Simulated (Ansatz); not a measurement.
Input file:

```
crystal:
  lattice:
    - [5.46539507, 0.0, 0.0]
    - [0.0, 5.46539507, 0.0]
    - [0.0, 0.0, 5.46539507]
  atoms:
    - { symbol: Si, position: [0.2506109994, 0.2525677113, 0.2522915577] }
    - { symbol: Si, position: [-0.0028632837, 0.5038138291, 0.4952971479] }
    - { symbol: Si, position: [0.5108550583, 0.4923162859, -0.0039640004] }
    - { symbol: Si, position: [0.4886582621, 0.0009846507, 0.5040180515] }
    - { symbol: Si, position: [0.739595075, 0.2569731401, 0.750855184] }
    - { symbol: Si, position: [0.7509840656, 0.7447694523, 0.2531237476] }
    - { symbol: Si, position: [0.2577048457, 0.7473194072, 0.7465849762] }
    - { symbol: Ge, position: [0.0044549775, 0.0012555233, 0.0017933355] }
basis:
  ecutwfc: 500
kpoints:
  mp_grid: { grid: [6, 6, 6] }
hamiltonian:
  xc: r2scan
scf:
  occupations: { method: gaussian, width: 0.05 }
output:
  forces: true
  stress: true
  eigenvalues: true
  write_density: true
  write_potential: true
  elf: true
  volumetric_format: npy
```

Run with:

```sh
ansatz run input.yaml --threads 2 --pin off --max-ram 5120MiB --backend cpu --events-out ev --progress --plain --runs-dir out
```

Below, planes, directions and counts refer to the conventional cell (a = 5.47 Å, b = 5.47 Å, c = 5.47 Å, α = 90.00°, β = 90.00°, γ = 90.00°).

Space group P1; a structure from a database of computed crystals, not necessarily the ambient phase; changed on purpose from its base cell (all atoms moved at random (sigma 0.03 A a component)); not relaxed (largest force 1.6 eV/Å).

All numbers below come from DFT r2SCAN, scalar-relativistic, plane waves, PAW (Ansatz 0.2.0).

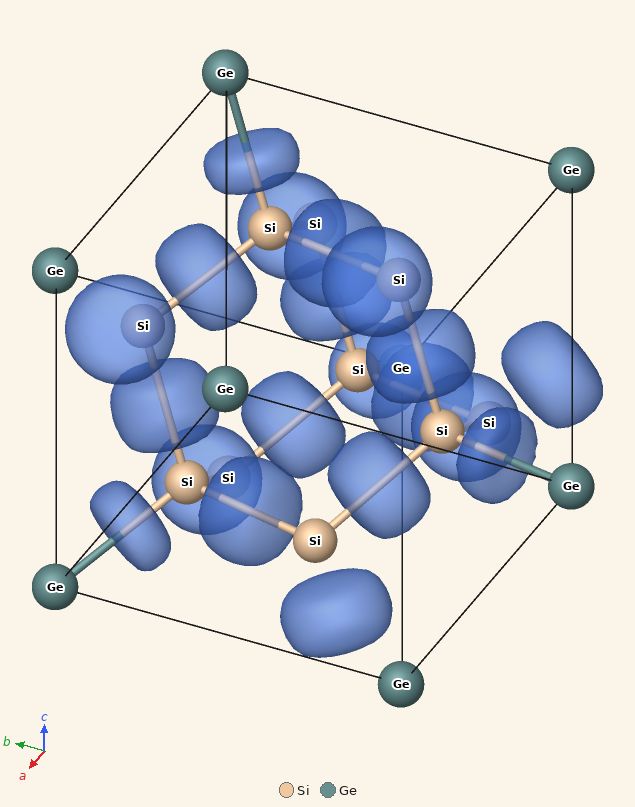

Si$_{7}$Ge. Isosurface of the ELF at 0.75 (blue), seen at an oblique angle. Core shells and regions of very low density are left out. Sticks mark near contacts.

In a PAW calculation such maps are meaningful between the atoms, not at the nuclei.

Q: Describe the localisation domains.

A: The ELF exceeds this value in four regions between bonded Ge–Si atoms (shared pairs) and twelve regions between bonded Si–Si atoms (shared pairs), counted in one cell of 8 atoms. Any copies at cell faces, edges or corners count once. Profiles from the grid: Si–Si (2.24 Å): the ELF peaks at about 0.95 between the atoms; a covalent bond. Si–Ge (2.36 Å): the ELF peaks at about 0.95 between the atoms; a shared electron pair.

Q: Does the calculation give a band gap?

A: It is gapped, with a Kohn–Sham gap of 0.49 eV on the k-point mesh (the band edges may lie off the mesh, which would make the gap smaller).
